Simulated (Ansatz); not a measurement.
**Geometry relaxation of Al₂Ru**

Al₂Ru (3 atoms in the cell), computed with DFT PBEsol, scalar-relativistic, plane waves, PAW, no spin polarisation (Ansatz 0.2.0).

The structure derives from a Materials Project entry. It belongs to a series of runs on one base structure; here: volume × 0.97, shape and atoms relaxed. Figures and captions count atoms from 1; the log counts them from 0 in places.

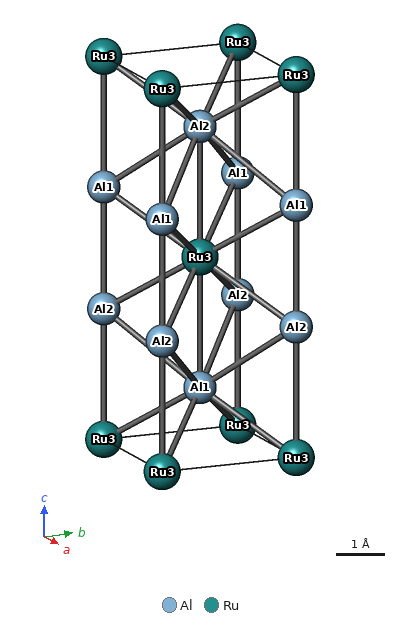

Figure 1. The starting structure (ball-and-stick view of the cell 2 times as large as that of the calculation, set on its symmetry axes, seen slightly off an axis; atoms are numbered from 1 in the order of the input).

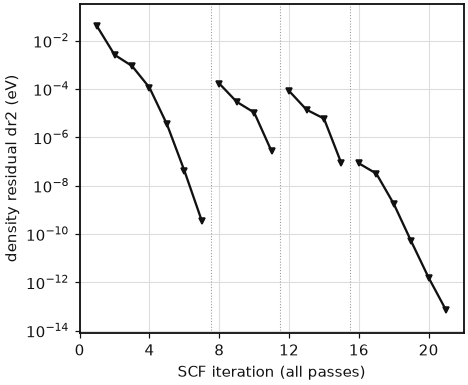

Figure 2. Convergence of the self-consistent field: density residual dr2 against the SCF iteration. The dotted lines part the SCF passes of the relaxation: geometry steps, rejected trials and re-solves on a re-selected basis. The passes take 7, 4, 4 and 6 iterations.

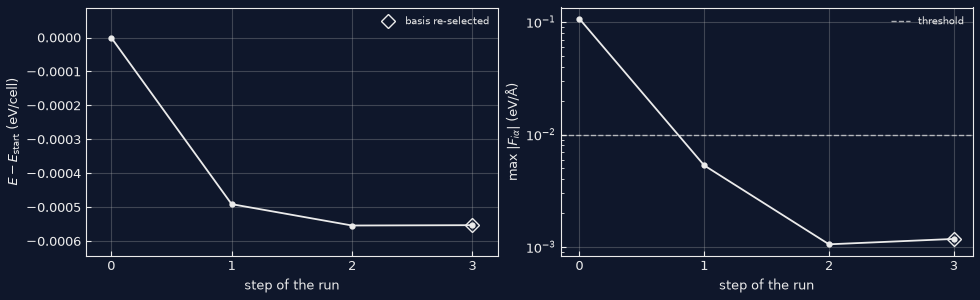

Figure 3. Progress of the relaxation, step by step (the first geometry is step 0 here and step 1 in the log). The largest moves relative to the cell, 0.006 Å, are those of Al1 and Al2. Ru stays in place. Among the contacts that change: Al1–Ru3 2.843 → 2.834 Å, Al1–Al2 2.653 → 2.661 Å. The space group stays I4/mmm (No. 139). After 2 geometry steps the energy has fallen by 0.6 meV per cell of the calculation. Largest force component: 0.11 eV/Å at the start, 0.0012 eV/Å at the end. Pressure: 5.95 GPa at the start and 5.80 GPa at the end. A last SCF at the same geometry on a re-selected plane-wave basis shifts the energy by +0.0 meV per cell of the calculation. (Atoms are counted from 1 in the order of the input.)

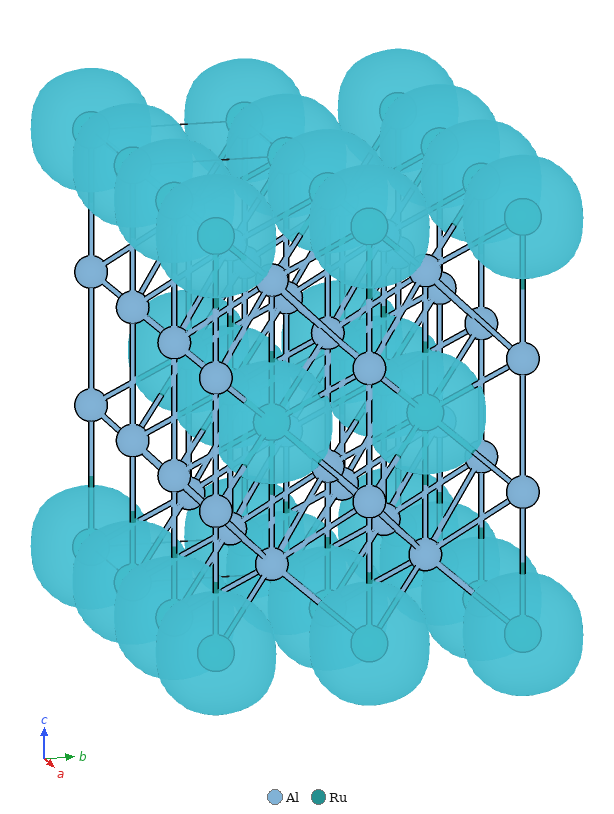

Figure 4. Isosurface of the valence electron density at 0.4 e/Å³ (cyan), seen slightly off an axis. Sticks mark near contacts. The outline is the cell set on symmetry axes. At this value the density breaks into separate islands; it holds about 65 % of the electrons treated as valence (semicore included). It is pinched off along the Al–Ru (2.56 Å), Al–Al (2.65 Å) and Al–Ru (2.83 Å) contacts. On the grid the lowest density along these lines, outside the cores, is 0.29 e/Å³ (Al–Ru, 2.56 Å), 0.23 e/Å³ (Al–Al, 2.65 Å) and 0.28 e/Å³ (Al–Ru, 2.83 Å). The fields are those of the smooth PAW valence density.

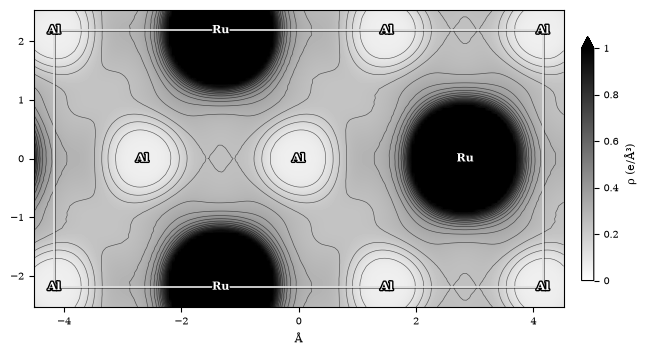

Figure 5. Valence pseudo-density on the (11̄0) plane of the conventional cell. Al–Ru (2.56 Å): ρ is about 0.39 e/Å³ halfway. Al–Al (2.65 Å): ρ at the midpoint is about 0.23 e/Å³. Al–Ru (2.83 Å): ρ at the midpoint is about 0.31 e/Å³. Away from the nuclei the density in this plane falls to 0.22 e/Å³ at its lowest.

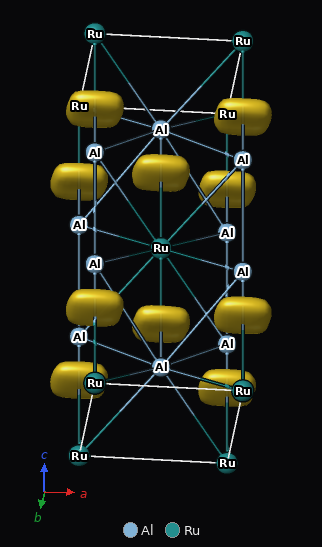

Figure 6. Isosurface of the electron localisation function at 0.65 (yellow), seen at an oblique angle. Only the valence region is drawn (cores and ρ < 0.01 e/Å³ removed). Sticks mark near contacts. The outline is the cell set on symmetry axes. Along the contacts the grid gives the following. Al–Ru (2.56 Å): the ELF is about 0.40 at the midpoint (no shared electron pair). Al–Al (2.65 Å): the ELF is about 0.55 at the midpoint; no localised pair between them.

These pictures come from the run below.

**Input file**
```yaml
crystal:
  lattice:
    - [-1.5449133706, 1.5449133706, 4.1690082369]
    - [1.5449133706, -1.5449133706, 4.1690082369]
    - [1.5449133706, 1.5449133706, -4.1690082369]
  atoms:
    - { symbol: Al, position: [0.6590760825, 0.6590760825, 0.0] }
    - { symbol: Al, position: [0.3409239175, 0.3409239175, 0.0] }
    - { symbol: Ru, position: [0.0, 0.0, 0.0] }
basis:
  ecutwfc: 420
kpoints:
  mp_grid: { grid: [18, 18, 18] }
hamiltonian:
  xc: pbesol
scf:
  occupations: { method: gaussian, width: 0.1 }
output:
  forces: true
  stress: true
  eigenvalues: true
  write_density: true
  write_potential: true
  elf: true
  volumetric_format: npy
relax:
  adjacent_minimum: "off"
  f_tol: 0.01
  max_steps: 30
  cell: { stress_tol: 0.1, fix: [volume] }
```

Run as:
```bash
ansatz run input.yaml --threads 1 --pin off --max-ram 2560MiB --backend cpu --events-out ev --progress --plain --runs-dir out
```

**Output**
```
Engine: ansatz 0.2.0, x86_64-unknown-linux-gnu
Pseudopotentials: kind: paw
Pseudopotential: Al, paw, valence charge 3, recommended cutoff 420 eV (normal), Al.paw.azcp
Pseudopotential: Ru, paw, valence charge 16, recommended cutoff 420 eV (normal), Ru.paw.azcp
Functional definition: PBEsol
  exchange = pbesol_x
  correlation = pbesol_c
Crystal: 3 atoms, lattice volume = 39.802 Å³
Basis set: ecut = 420 eV, 785 PW (Γ), exchange–correlation on 64×64×64 points (8 copies of the dense FFT grid, shifted against one another)
Bands: 15, of which v1, the nominal top of the filled ones, is band 11 counted from 1 (10 counted from 0)
Symmetry: 16 space group operations
Space group: I4/mmm (ITA 139), of the structure as read, at distance tolerance 3.4e-5 Å
k-points: 480 of 5832
Non-local potential: Al, projectors of the file, l = 0: 2, l = 1: 2, l = 2: 1
Non-local potential: Ru, projectors of the file, l = 0: 3, l = 1: 2, l = 2: 2, l = 3: 1
PAW form: soft (Blöchl's): semilocal exchange-correlation on the pseudo side does not see the compensation charge
PAW frozen core: Al, regenerated for the run's functional, and the local potential with it (the file was generated under x = pbe(κ = 0.804, μ = 0.2195149727645171), c = pbe(β = 0.06672455060314922))
PAW frozen core: Ru, regenerated for the run's functional, and the local potential with it (the file was generated under x = pbe(κ = 0.804, μ = 0.2195149727645171), c = pbe(β = 0.06672455060314922))
PAW one-centre angular grid: Al, 110 points (default); XC on 64 Gauss nodes
PAW one-centre angular grid: Ru, 590 points (default); XC on 64 Gauss nodes
Initial density: superposition of atomic densities (neutral atoms: chi_scale 0, normalization atom), corrected by the library's trained network
Initial wavefunctions: pseudopotential atomic-orbital guess
Functional: x = pbesol(κ = 0.804, μ = 0.12345679012345678), c = pbesol(β = 0.046)
SCF iter   1: F=—  HF=-6867.558622 eV  |F-HF|=—  |Δ(HF+E_count)|=         —  Δρ=8.88e-3  dr2=3.90e-2  ethr=1.77e-3  ⟨swp⟩=5.2  Hψ=39250  notcnv=0
preconditioner: auto → Kerker (q_TF=auto, 2.472 Å⁻¹)  [metal: Δε(μ)=0.077 eV  Ē_g=7.533 eV  σ=0.100 eV  W_gap=0.40  n_scr=10 (ndim 8)  ℏωp=22.0 eV  f_vac=0.000  D(μ)=0.12/eV (n_scr^D=0)]
SCF iter   2: F=—  HF=-6867.551674 eV  |F-HF|=—  |Δ(HF+E_count)|=   6.95e-3  Δρ=2.77e-3  dr2=2.59e-3  ethr=1.77e-4  ⟨swp⟩=2.2  Hψ=13299  notcnv=0
SCF iter   3: F=—  HF=-6867.551254 eV  |F-HF|=—  |Δ(HF+E_count)|=   4.20e-4  Δρ=1.57e-3  dr2=8.97e-4  ethr=1.18e-5  ⟨swp⟩=1.5  Hψ=7927  notcnv=0
SCF iter   4: F=—  HF=-6867.551022 eV  |F-HF|=—  |Δ(HF+E_count)|=   2.32e-4  Δρ=5.49e-4  dr2=1.14e-4  ethr=4.08e-6  ⟨swp⟩=1.2  Hψ=7808  notcnv=0
SCF iter   5: F=—  HF=-6867.550989 eV  |F-HF|=—  |Δ(HF+E_count)|=   3.26e-5  Δρ=9.07e-5  dr2=3.48e-6  ethr=5.17e-7  ⟨swp⟩=2.7  Hψ=11065  notcnv=0
SCF iter   6: F=—  HF=-6867.550990 eV  |F-HF|=—  |Δ(HF+E_count)|=   1.02e-6  Δρ=1.07e-5  dr2=4.17e-8  ethr=4.55e-10  ⟨swp⟩=6.1  Hψ=43903  notcnv=0
SCF iter   7: F=-6867.550990 eV  HF=-6867.550990 eV  |F-HF|=2.22e-10  |Δ(HF+E_count)|=   1.30e-8  Δρ=8.81e-7  dr2=3.45e-10  ethr=1.89e-10  ⟨swp⟩=5.0  Hψ=40283  notcnv=0
SCF 1 converged in 7 iterations: F = -6867.550990 eV  dr2 = 3.45e-10
  greatest PAW one-centre occupation: 0.999 electrons in one spin orbital (limit 2), on the Ru atom at site 2 (counted from 0), in its partial waves of l = 0
relax step   1: F+E_penalty+E_count = -6867.55099031 eV  Δ(F+E_penalty+E_count) = +0.000e0 eV  max|allowed force component| = 1.070e-1 eV/Å  Δτ_max = 0.0000 Å  P = +5.947 GPa  Ω = 39.802 Å³  fix = [volume]  reactions: volume +5.947 GPa  (7 SCF iters, dr2 threshold 1.00e-7 eV, accepted)
Initial density: handed on by an earlier stage of this run
Initial wavefunctions: those handed on with the density
iter 1 solved again at ethr=7.64e-7 eV; its pass at ethr=3.10e-3 eV (dr2=1.68e-4 eV) is discarded
SCF iter   1: F=—  HF=-6867.551516 eV  |F-HF|=—  |Δ(HF+E_count)|=         —  Δρ=4.68e-4  dr2=1.68e-4  ethr=7.64e-7  ⟨swp⟩=1.3  Hψ=36640  notcnv=0
preconditioner: auto → Kerker (q_TF=auto, 2.472 Å⁻¹)  [metal: Δε(μ)=0.020 eV  Ē_g=7.534 eV  σ=0.100 eV  W_gap=0.11  n_scr=10 (ndim 8)  ℏωp=22.0 eV  f_vac=0.000  D(μ)=0.22/eV (n_scr^D=0)]
SCF iter   2: F=—  HF=-6867.551491 eV  |F-HF|=—  |Δ(HF+E_count)|=   2.53e-5  Δρ=2.22e-4  dr2=2.94e-5  ethr=7.64e-7  ⟨swp⟩=1.2  Hψ=7478  notcnv=0
SCF iter   3: F=—  HF=-6867.551484 eV  |F-HF|=—  |Δ(HF+E_count)|=   6.84e-6  Δρ=9.76e-5  dr2=1.06e-5  ethr=1.34e-7  ⟨swp⟩=1.4  Hψ=8356  notcnv=0
SCF iter   4: F=-6867.551481 eV  HF=-6867.551481 eV  |F-HF|=1.90e-7  |Δ(HF+E_count)|=   3.20e-6  Δρ=2.47e-5  dr2=2.61e-7  ethr=1.36e-9  ⟨swp⟩=6.4  Hψ=44447  notcnv=0
SCF 2 converged in 4 iterations: F = -6867.551481 eV  dr2 = 2.61e-7
relax step   2: F+E_penalty+E_count = -6867.55148080 eV  Δ(F+E_penalty+E_count) = -4.905e-4 eV  max|allowed force component| = 5.321e-3 eV/Å  Δτ_max = 0.0049 Å  P = +5.805 GPa  Ω = 39.802 Å³  energy of the carried Pulay correction = +7.960e-17 eV  fix = [volume]  reactions: volume +5.805 GPa  (4 SCF iters, dr2 threshold 3.00e-7 eV, accepted)
iter 1 solved again at ethr=3.41e-7 eV; its pass at ethr=3.10e-3 eV (dr2=7.49e-5 eV) is discarded
SCF iter   1: F=—  HF=-6867.551564 eV  |F-HF|=—  |Δ(HF+E_count)|=         —  Δρ=3.26e-4  dr2=8.30e-5  ethr=3.41e-7  ⟨swp⟩=2.0  Hψ=41227  notcnv=0
preconditioner: auto → Kerker (q_TF=auto, 2.472 Å⁻¹)  [metal: Δε(μ)=0.023 eV  Ē_g=7.536 eV  σ=0.100 eV  W_gap=0.13  n_scr=10 (ndim 8)  ℏωp=22.0 eV  f_vac=0.000  D(μ)=0.23/eV (n_scr^D=0)]
SCF iter   2: F=—  HF=-6867.551550 eV  |F-HF|=—  |Δ(HF+E_count)|=   1.42e-5  Δρ=1.51e-4  dr2=1.39e-5  ethr=3.41e-7  ⟨swp⟩=2.5  Hψ=9467  notcnv=0
SCF iter   3: F=—  HF=-6867.551546 eV  |F-HF|=—  |Δ(HF+E_count)|=   3.47e-6  Δρ=7.52e-5  dr2=5.96e-6  ethr=6.30e-8  ⟨swp⟩=2.2  Hψ=11774  notcnv=0
SCF iter   4: F=-6867.551544 eV  HF=-6867.551544 eV  |F-HF|=5.45e-8  |Δ(HF+E_count)|=   1.96e-6  Δρ=1.62e-5  dr2=8.24e-8  ethr=9.08e-10  ⟨swp⟩=6.3  Hψ=43586  notcnv=0
SCF 3 converged in 4 iterations: F = -6867.551544 eV  dr2 = 8.24e-8
relax step   3: F+E_penalty+E_count = -6867.55154411 eV  Δ(F+E_penalty+E_count) = -6.331e-5 eV  max|allowed force component| = 1.058e-3 eV/Å  Δτ_max = 0.0007 Å  P = +5.801 GPa  Ω = 39.802 Å³  energy of the carried Pulay correction = +4.682e-18 eV  fix = [volume]  reactions: volume +5.801 GPa  (4 SCF iters, dr2 threshold 2.00e-7 eV, accepted)
Initial wavefunctions: pseudopotential atomic-orbital guess (no wavefunctions were taken with the density)
iter 1 solved again at ethr=6.25e-8 eV; its pass at ethr=3.10e-3 eV (dr2=1.37e-5 eV) is discarded
SCF iter   1: F=—  HF=-6867.551545 eV  |F-HF|=—  |Δ(HF+E_count)|=         —  Δρ=1.68e-5  dr2=8.35e-8  ethr=6.25e-8  ⟨swp⟩=3.0  Hψ=57993  notcnv=0
preconditioner: auto → Kerker (q_TF=auto, 2.472 Å⁻¹)  [metal: Δε(μ)=0.024 eV  Ē_g=7.537 eV  σ=0.100 eV  W_gap=0.13  n_scr=10 (ndim 8)  ℏωp=22.0 eV  f_vac=0.000  D(μ)=0.23/eV (n_scr^D=0)]
SCF iter   2: F=—  HF=-6867.551543 eV  |F-HF|=—  |Δ(HF+E_count)|=   1.35e-6  Δρ=8.68e-6  dr2=3.15e-8  ethr=3.79e-10  ⟨swp⟩=2.2  Hψ=11007  notcnv=0
SCF iter   3: F=—  HF=-6867.551543 eV  |F-HF|=—  |Δ(HF+E_count)|=   1.02e-8  Δρ=1.40e-6  dr2=1.75e-9  ethr=1.43e-10  ⟨swp⟩=2.1  Hψ=9662  notcnv=0
iter 4 did not close the SCF: its close was put off for the readings that it lacked (scf_convergence_deferred on its scf_iter line)
SCF iter   4: F=-6867.551543 eV  HF=-6867.551543 eV  |F-HF|=4.00e-11  |Δ(HF+E_count)|=  6.31e-10  Δρ=2.44e-7  dr2=4.93e-11  ethr=7.95e-12  ⟨swp⟩=2.1  Hψ=10260  notcnv=0
iter 5 did not close the SCF: its close was put off for the readings that it lacked (scf_convergence_deferred on its scf_iter line)
SCF iter   5: F=-6867.551543 eV  HF=-6867.551543 eV  |F-HF|=9.09e-13  |Δ(HF+E_count)|=  1.46e-11  Δρ=5.47e-8  dr2=1.53e-12  ethr=1.00e-12  ⟨swp⟩=1.1  Hψ=7229  notcnv=0
SCF iter   6: F=-6867.551543 eV  HF=-6867.551543 eV  |F-HF|=2.73e-12  |Δ(HF+E_count)|=  1.82e-12  Δρ=1.10e-8  dr2=6.88e-14  ethr=1.00e-12  ⟨swp⟩=3.2  Hψ=26988  notcnv=0
SCF 4 converged in 6 iterations: F = -6867.551543 eV  dr2 = 6.88e-14
relax step   4: F+E_penalty+E_count = -6867.55154320 eV  Δ(F+E_penalty+E_count) = +9.100e-7 eV  max|allowed force component| = 1.181e-3 eV/Å  Δτ_max = 0.0000 Å  P = +5.801 GPa  Ω = 39.802 Å³  fix = [volume]  reactions: volume +5.801 GPa  stress off target by 4.57e-2 GPa on what of the cell is left free  SCF on the basis re-selected at this cell (its energy is not comparable with the rows above)  (6 SCF iters)
basis re-selected at this cell: Δ(F+E_penalty+E_count) = +9.100e-7 eV, ΔP = -0.000 GPa vs the last step (what re-selecting the basis moved, of the pressure what is left beyond the Pulay correction that the steps carried, after the strain that the cell walked since its last selection, with what the two solves' SCF thresholds leave and, on support functions, any second-order correction that the steps lacked; it is no measure of the basis error at this ecutwfc). This SCF's stress stands 4.57e-2 GPa from its target on what of the cell is left free (relax.cell.stress_tol is 1.00e-1 GPa) and its largest allowed force component is 1.18e-3 eV/Å (relax.f_tol is 1.00e-2 eV/Å): within both
SCF converged after 6 iterations
Free energy (F): -6867.551543 eV
Harris-Foulkes:  -6867.551543 eV  (|F-HF|=2.73e-12)
Internal energy: -6867.550370 eV  (E = F + TS)
E sigma→0 (E₀):  -6867.550957 eV
Entropy (-TS):   -0.001173 eV (-0.391 meV/atom)
Fermi energy:    14.577066 eV
--- Per-component energies (eV) ---
  E_band       = -135.316832
  E_kinetic    = 568.927219
  E_local      = -2113.157436  (includes V_loc(G=0)·N_el)
  E_nonlocal   = 366.365474
  E_hartree    = 787.716253
  E_xc         = -272.071301
  E_vxc        = -301.903484  (∫ρ·V_xc dr)
  E_paw        = -4310.096894  (= ΣΔE_a)
  E_vpaw       = -230.980931  (= ΣTr[D̂ρ^β])
  E_aug_tail   = -0.000194  (compensation charges beyond the density's cutoff)
  E_ewald      = -1895.525065
  E_core_change = 0.291574  (= ΣΔE_core)
  E_smearing   = -0.001173  (= −TS)
  E_closure    = -0.000000  (closes the sum)
  Σ components = -6867.551543   (vs F -6867.551543, Δ=0.00e0)
--- Forces (eV/Å), atoms counted from 1 ---
  atom   1  Al     0.00000000    -0.00000000    -0.00118058
  atom   2  Al     0.00000000    -0.00000000     0.00118058
  atom   3  Ru    -0.00000000    -0.00000000     0.00000000
  max |Σ_I F_I| component: 6.94e-18 eV/Å
--- Stress (GPa, compression-positive) ---
        5.777703       0.000000       0.000000
        0.000000       5.777703      -0.000000
        0.000000       0.000000       5.846281
  P = ⅓ Tr σ = 5.8006 GPa (58.006 kbar)
--- Band table (eV; the first three rows and the last of 480) ---
  k-point 0: bands = ["-57.9744", "-28.0211", "-28.0211", "-27.9530", "3.4359", "8.9727", "10.5794", "12.4988", "12.4988", "12.6315", "13.5863", "17.1252", "19.1399", "20.7995", "20.7995"]
  k-point 1: bands = ["-57.9738", "-28.0254", "-28.0251", "-27.9521", "3.5399", "9.0636", "10.6270", "11.9864", "12.3544", "13.2182", "13.4481", "17.1009", "18.8020", "20.2741", "20.6275"]
  k-point 2: bands = ["-57.9721", "-28.0377", "-28.0365", "-27.9495", "3.8481", "9.3252", "10.7705", "11.5155", "11.9675", "13.0533", "13.8861", "17.0499", "18.2856", "19.3244", "20.2892"]
  k-point 479: bands = ["-57.9744", "-28.0212", "-28.0212", "-27.9559", "5.3250", "5.9848", "10.4065", "11.8282", "12.9593", "12.9593", "13.6145", "17.7644", "17.7644", "20.8668", "21.2639"]
--- Relaxed structure (3 steps of the walk, 3 accepted, 1 SCFs on fresh bases) ---
  F+E_penalty+E_count = -6867.55154320 eV   max|allowed force component| = 1.181e-3 eV/Å   (the final SCF, on the basis selected at the relaxed cell)
  cell:  # Å, volume = 39.8016 Å³
    - [-1.5457278464826119, 1.5457278464826119, 4.164615921555909]
    - [1.5457278464826119, -1.5457278464826119, 4.164615921555909]
    - [1.5457278464826119, 1.5457278464826119, -4.164615921555909]
  atoms:
    - { symbol: Al, position: [0.6597558455924447, 0.6597558455924447, -3.678073245843129e-35] }
    - { symbol: Al, position: [0.3402441544075554, 0.3402441544075554, -7.097519219095655e-36] }
    - { symbol: Ru, position: [-3.900935585432059e-20, -3.900935585432054e-20, 5.843561707805682e-36] }
```

**Trajectory as extended XYZ (Å, eV, eV/Å), 4 frames, from step=1 to step=4**
```
3
Lattice="-1.5449 1.5449 4.1690 1.5449 -1.5449 4.1690 1.5449 1.5449 -4.1690" Properties=species:S:1:pos:R:3:forces:R:3 step=1 energy=-6867.55099 pressure_GPa=5.95
Al    0.0000    0.0000    5.4954    0.0000   0.0000   0.1070
Al    0.0000    0.0000    2.8426    0.0000   0.0000  -0.1070
Ru    0.0000    0.0000    0.0000    0.0000   0.0000   0.0000
3
Lattice="-1.5445 1.5445 4.1710 1.5445 -1.5445 4.1710 1.5445 1.5445 -4.1710" Properties=species:S:1:pos:R:3:forces:R:3 step=2 energy=-6867.55148 pressure_GPa=5.80
Al    0.0000    0.0000    5.5030    0.0000   0.0000  -0.0053
Al    0.0000    0.0000    2.8391    0.0000   0.0000   0.0053
Ru    0.0000    0.0000    0.0000    0.0000   0.0000   0.0000
3
Lattice="-1.5457 1.5457 4.1646 1.5457 -1.5457 4.1646 1.5457 1.5457 -4.1646" Properties=species:S:1:pos:R:3:forces:R:3 step=3 energy=-6867.55154 pressure_GPa=5.80
Al    0.0000    0.0000    5.4953    0.0000   0.0000  -0.0011
Al    0.0000    0.0000    2.8340    0.0000   0.0000   0.0011
Ru    0.0000    0.0000    0.0000    0.0000   0.0000   0.0000
3
Lattice="-1.5457 1.5457 4.1646 1.5457 -1.5457 4.1646 1.5457 1.5457 -4.1646" Properties=species:S:1:pos:R:3:forces:R:3 step=4 energy=-6867.55154 pressure_GPa=5.80
Al    0.0000    0.0000    5.4953    0.0000   0.0000  -0.0012
Al    0.0000    0.0000    2.8340    0.0000   0.0000   0.0012
Ru    0.0000    0.0000    0.0000    0.0000   0.0000   0.0000
```

**Key numbers**

```tsv
quantity	value
outcome	converged
space group (tolerance 0.01 Å)	I4/mmm (139)
electrons treated	22
free energy	−6867.5515 eV
Fermi energy	14.577 eV
gap on the k-point mesh	none (metallic)
pressure	5.80 GPa
final volume	39.80 Å³
largest force (length of the vector) at the end	0.001 eV/Å
final cell	a = 4.703 Å, b = 4.703 Å, c = 4.703 Å, α = 141.63°, β = 141.63°, γ = 55.39°
hardware	1 thread of Intel Xeon (Granite Rapids), 192 GiB of memory available, shared host
wall time	38 s
peak memory	0.61 GiB
```

The cell is under a pressure of 5.8 GPa at this level, so it is not at its equilibrium volume.
